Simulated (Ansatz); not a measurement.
## TlBr: one change and its effect

System: TlBr (Pm-3m, 2 atoms in the cell).
Method of the first run: DFT, r2SCAN, plane waves, PAW, no spin polarisation (Ansatz 0.2.0).

The structure derives from an entry of the Crystallography Open Database. The geometry comes from this level: r2scan-rvv10. Text and figures count atoms from 1; the logs count them from 0 in places.

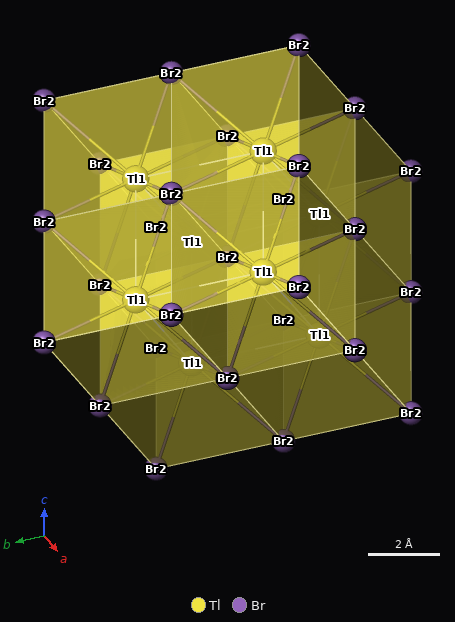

**Figure 1.** The structure as given in the input (polyhedral view of the cell of the calculation, seen at an oblique angle; polyhedra are completed across the faces of the cell; atoms are numbered from 1 in the order of the input).

The input, the first run:
```yaml
crystal:
  lattice:
    - [3.946193313, 0.0, 0.0]
    - [0.0, 3.946193313, 0.0]
    - [0.0, 0.0, 3.946193313]
  atoms:
    - { symbol: Tl, position: [0.0, 0.0, 0.0] }
    - { symbol: Br, position: [0.5, 0.5, 0.5] }
kpoints:
  mp_grid: { grid: [6, 6, 6] }
  band_path:
    path:
      - [0.0, 0.0, 0.0]
      - [0.0, 0.5, 0.0]
      - [0.5, 0.5, 0.0]
      - [0.5, 0.5, 0.5]
      - [0.0, 0.0, 0.5]
    npoints: 1
hamiltonian:
  xc: r2scan
scf:
  occupations: { method: fixed }
  n_extra_bands: 4
output:
  forces: true
  stress: true
  eigenvalues: true
```

Command:
```bash
ansatz run input.yaml --threads 2 --pin off --max-ram 2764MiB --backend cpu --events-out ev --progress --plain --runs-dir out
```

Hardware: 2 threads of Arm Neoverse V1, 24 GiB of memory available, shared host.

Output, shortened to warnings, some set-up lines, iterations and results (the first run):
```
Basis set: ecut = 500 eV, 1551 PW (Γ), exchange–correlation on 120×120×120 points (64 copies of the dense FFT grid, shifted against one another)
Symmetry: 48 space group operations
k-points: 20 of 216
Initial density: superposition of atomic densities (neutral atoms: chi_scale 0, normalization atom), corrected by the library's trained network
[...]
SCF iter   1: F=—  HF=-14253.383305 eV  |F-HF|=—  |Δ(HF+E_count)|=         —  Δρ=5.97e-3  dr2=2.14e-2  dr2_τ=3.99e-3  ethr=1.77e-3  ⟨swp⟩=5.0  Hψ=1377  notcnv=0  defer=35
SCF iter   2: F=—  HF=-14253.378697 eV  |F-HF|=—  |Δ(HF+E_count)|=   4.61e-3  Δρ=2.01e-3  dr2=2.75e-3  dr2_τ=3.32e-4  ethr=1.07e-4  ⟨swp⟩=2.0  Hψ=653  notcnv=0  defer=35
SCF iter   3: F=—  HF=-14253.378220 eV  |F-HF|=—  |Δ(HF+E_count)|=   4.77e-4  Δρ=4.27e-4  dr2=1.36e-4  dr2_τ=8.14e-6  ethr=1.38e-5  ⟨swp⟩=2.0  Hψ=505  notcnv=0  defer=35
SCF iter   4: F=—  HF=-14253.378261 eV  |F-HF|=—  |Δ(HF+E_count)|=   4.04e-5  Δρ=9.53e-5  dr2=4.08e-6  dr2_τ=7.02e-7  ethr=6.80e-7  ⟨swp⟩=2.4  Hψ=486  notcnv=0  defer=35
SCF iter   5: F=—  HF=-14253.378257 eV  |F-HF|=—  |Δ(HF+E_count)|=   3.48e-6  Δρ=1.63e-5  dr2=1.69e-7  dr2_τ=1.39e-8  ethr=2.04e-8  ⟨swp⟩=2.1  Hψ=472  notcnv=0  defer=6
SCF iter   6: F=-14253.378257 eV  HF=-14253.378257 eV  |F-HF|=7.62e-10  |Δ(HF+E_count)|=   3.80e-9  Δρ=3.18e-6  dr2=8.07e-9  dr2_τ=5.67e-10  ethr=5.00e-10  ⟨swp⟩=7.3  Hψ=1560 …
SCF 1 converged in 6 iterations: F = -14253.378257 eV  dr2 = 8.07e-9
NSCF: frozen V_eff on 5 k-points
SCF converged after 6 iterations
Free energy (F): -14253.378257 eV
Harris-Foulkes:  -14253.378257 eV  (|F-HF|=7.62e-10)
Internal energy: -14253.378257 eV  (E = F + TS)
E sigma→0 (E₀):  -14253.378257 eV
Fermi energy:    5.214603 eV
--- Per-component energies (eV) ---
  E_band       = -47.151113
  E_kinetic    = 466.647323
  E_local      = -1207.329294  (includes V_loc(G=0)·N_el)
  E_nonlocal   = 388.121509
  E_hartree    = 423.021493
  E_xc         = -470.518339
  E_vxc        = -272.278896  (∫ρ·V_xc dr)
  E_paw        = -12459.404287  (= ΣΔE_a)
  E_vpaw       = -286.121125  (= ΣTr[D̂ρ^β])
  E_aug_tail   = 0.000016  (compensation charges beyond the density's cutoff)
  E_vtau       = 17.766212  (kinetic-family band-sum trace: ∫τ·v_τ [+ j·A + Jᵃ·Aᵃ] dr)
  E_ewald      = -1394.798245
  E_core_change = 0.881567  (= ΣΔE_core)
  E_smearing   = -0.000000  (= −TS)
  E_closure    = -0.000000  (closes the sum)
  Σ components = -14253.378257   (vs F -14253.378257, Δ=0.00e0)
--- Forces (eV/Å), atoms counted from 1 ---
  atom   1  Tl    -0.00000000     0.00000000     0.00000000
  atom   2  Br     0.00000000     0.00000000    -0.00000000
  max |Σ_I F_I| component: 1.18e-30 eV/Å
--- Stress (GPa, compression-positive) ---
        1.038644      -0.000000       0.000000
       -0.000000       1.038644      -0.000000
        0.000000      -0.000000       1.038644
  P = ⅓ Tr σ = 1.0386 GPa (10.386 kbar)
```

The second run used a changed input.

The two runs side by side:

| quantity | the first run | the second run |
| --- | --- | --- |
| outcome | converged | converged |
| free energy per atom (eV) | −7126.6891 | −7114.4888 |
| gap on the mesh (eV) | 2.23 | 1.78 |
| pressure (GPa) | 1.04 | 1.94 |
| largest force (eV/Å) | 0.000 | 0.000 |
| SCF iterations | 6 | 6 |
| irreducible k-points | 20 | 20 |
| plane waves at Γ | 1551 | 1213 |
| wall time (shared host) | 2.2 s | 0.99 s |

What was changed in the input?

The change (lines with − go, lines with + come):
```diff
-  xc: r2scan
+  xc: pbe
```

The total energies belong to different methods, so their difference says nothing on which is more stable or more accurate. The gap on the mesh goes from 2.23 to 1.78 eV. The pressure goes from 1.04 to 1.94 GPa. The functional changes from r2SCAN to PBE. The number of SCF iterations is the same. The default cutoff goes from 500 to 420 eV with the change. The plane waves at Γ go from 1551 to 1213.

Output, shortened to warnings, some set-up lines, iterations and results (the second run):
```
Basis set: ecut = 420 eV, 1213 PW (Γ), exchange–correlation on 54×54×54 points (8 copies of the dense FFT grid, shifted against one another)
Symmetry: 48 space group operations
k-points: 20 of 216
Initial density: superposition of atomic densities (neutral atoms: chi_scale 0, normalization atom), corrected by the library's trained network
[...]
SCF iter   1: F=—  HF=-14228.978670 eV  |F-HF|=—  |Δ(HF+E_count)|=         —  Δρ=3.07e-4  dr2=5.95e-5  ethr=1.77e-3  ⟨swp⟩=5.0  Hψ=1306  notcnv=0  defer=32
SCF iter   2: F=—  HF=-14228.977679 eV  |F-HF|=—  |Δ(HF+E_count)|=   9.90e-4  Δρ=2.98e-4  dr2=9.59e-5  ethr=2.98e-7  ⟨swp⟩=3.2  Hψ=874  notcnv=0  defer=35
SCF iter   3: F=—  HF=-14228.977678 eV  |F-HF|=—  |Δ(HF+E_count)|=   1.19e-6  Δρ=1.94e-4  dr2=3.61e-5  ethr=2.98e-7  ⟨swp⟩=1.1  Hψ=281  notcnv=0  defer=35
SCF iter   4: F=—  HF=-14228.977690 eV  |F-HF|=—  |Δ(HF+E_count)|=   1.15e-5  Δρ=3.61e-5  dr2=5.10e-7  ethr=1.81e-7  ⟨swp⟩=2.0  Hψ=480  notcnv=0  defer=37
SCF iter   5: F=-14228.977690 eV  HF=-14228.977690 eV  |F-HF|=1.41e-8  |Δ(HF+E_count)|=   6.37e-7  Δρ=7.89e-6  dr2=3.75e-8  ethr=2.55e-9  ⟨swp⟩=2.0  Hψ=480  notcnv=0  defer=38
SCF iter   6: F=-14228.977690 eV  HF=-14228.977690 eV  |F-HF|=1.20e-9  |Δ(HF+E_count)|=   2.31e-9  Δρ=1.89e-6  dr2=2.50e-9  ethr=1.88e-10  ⟨swp⟩=7.5  Hψ=1595  notcnv=0
SCF 1 converged in 6 iterations: F = -14228.977690 eV  dr2 = 2.50e-9
NSCF: frozen V_eff on 5 k-points
SCF converged after 6 iterations
Free energy (F): -14228.977690 eV
Harris-Foulkes:  -14228.977690 eV  (|F-HF|=1.20e-9)
Internal energy: -14228.977690 eV  (E = F + TS)
E sigma→0 (E₀):  -14228.977690 eV
Fermi energy:    5.511302 eV
--- Per-component energies (eV) ---
  E_band       = -36.090843
  E_kinetic    = 465.118159
  E_local      = -1203.615319  (includes V_loc(G=0)·N_el)
  E_nonlocal   = 388.172584
  E_hartree    = 420.499586
  E_xc         = -495.816514
  E_vxc        = -246.067228  (∫ρ·V_xc dr)
  E_paw        = -12408.537976  (= ΣΔE_a)
  E_vpaw       = -280.697067  (= ΣTr[D̂ρ^β])
  E_aug_tail   = 0.000035  (compensation charges beyond the density's cutoff)
  E_ewald      = -1394.798245
  E_smearing   = -0.000000  (= −TS)
  E_closure    = 0.000000  (closes the sum)
  Σ components = -14228.977690   (vs F -14228.977690, Δ=0.00e0)
--- Forces (eV/Å), atoms counted from 1 ---
  atom   1  Tl    -0.00000000     0.00000000    -0.00000000
  atom   2  Br     0.00000000     0.00000000     0.00000000
  max |Σ_I F_I| component: 6.10e-30 eV/Å
--- Stress (GPa, compression-positive) ---
        1.940612      -0.000000       0.000000
       -0.000000       1.940612       0.000000
        0.000000       0.000000       1.940612
  P = ⅓ Tr σ = 1.9406 GPa (19.406 kbar)
```

For both runs: Spin–orbit coupling is left out, which matters for Tl.
